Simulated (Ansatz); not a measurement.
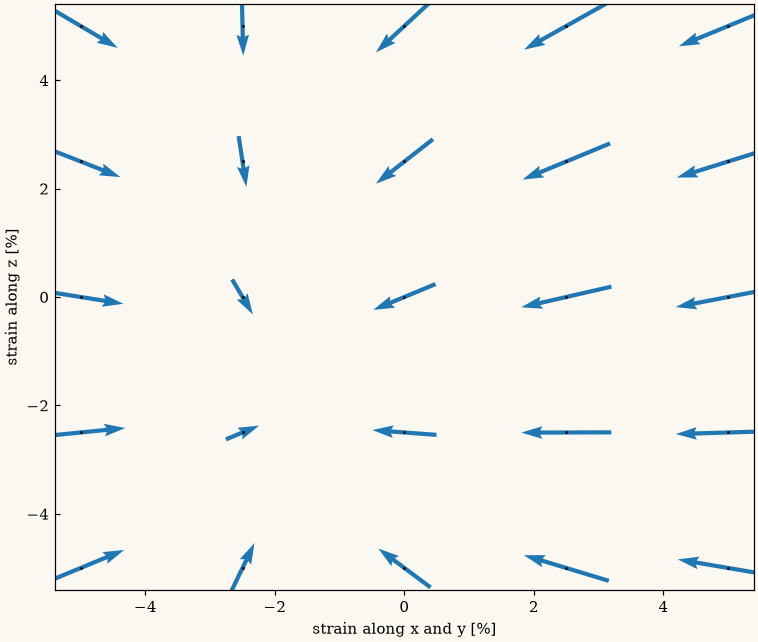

Ge (Cmmm, No. 65; 1 atom in the cell). 
- The cell is strained homogeneously, by one strain along x and y and another along z, with fractional coordinates fixed (x along [1 0 0], z along [0 0 1] of the conventional cell).
- Coordinates scanned: (1) strain along x and y; (2) strain along z.
- Grid: 5 × 5 points.
- Points are written as (first, second).
- The reference cell is the one listed in the database, not relaxed at this level.
- The calculation used DFT PBEsol, scalar-relativistic, plane waves, PAW (Ansatz 0.2.0). Settings: cutoff 420 eV, k-mesh 20×20×18 in the order of the run's cell vectors, gaussian smearing 0.15 eV, no spin polarisation.

The picture shows dots at the grid points, arrows along the force (downhill), their lengths compressed.

Question: The arrows alone are given. Where is the energy lowest?

Answer: The arrows converge at about (−2.0 %, −2.0 %) (read from the interpolated surface).

The energy map of the same scan:

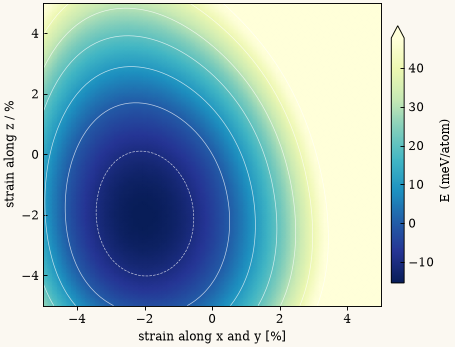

Energies are in meV/atom, from the unstrained cell; between grid points the surface is interpolated.
